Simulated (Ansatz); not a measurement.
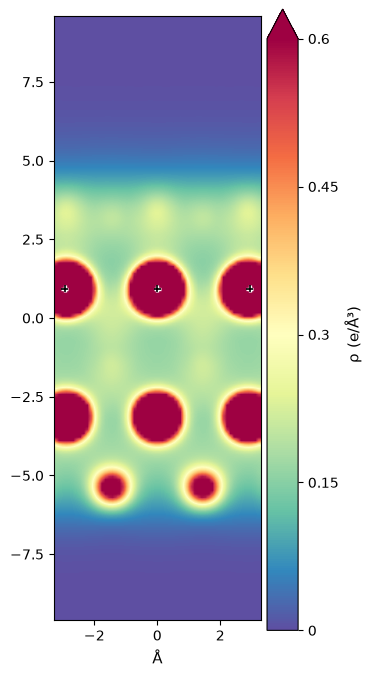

The valence charge density (pseudo) on a plane through atoms (crosses mark nuclei in the plane).

Level of theory: DFT PBE, scalar-relativistic, plane waves, PAW (Ansatz).

Candidates:
A. Al₉Cu₄ (cell with a defect), a = 5.78 Å, b = 5.78 Å, c = 5.78 Å, α = 90.00°, β = 90.00°, γ = 90.00°. Computed without spin polarisation.
B. ZrN (slab), a = 3.25 Å, b = 4.59 Å, c = 24.75 Å, α = 90.00°, β = 90.00°, γ = 90.00°. Computed without spin polarisation.
C. Ti (slab), a = 2.94 Å, b = 5.50 Å, c = 25.79 Å, α = 90.00°, β = 90.00°, γ = 105.49°. Not relaxed (largest force 1.1 eV/Å); computed without spin polarisation.

### Which system is this?

Candidate C: Ti on the (010) plane of the calculation cell, a cut from vacuum to vacuum, which holds Ti. Ti–Ti (2.94 Å): the density is about 0.19 e/Å³ at the midpoint.
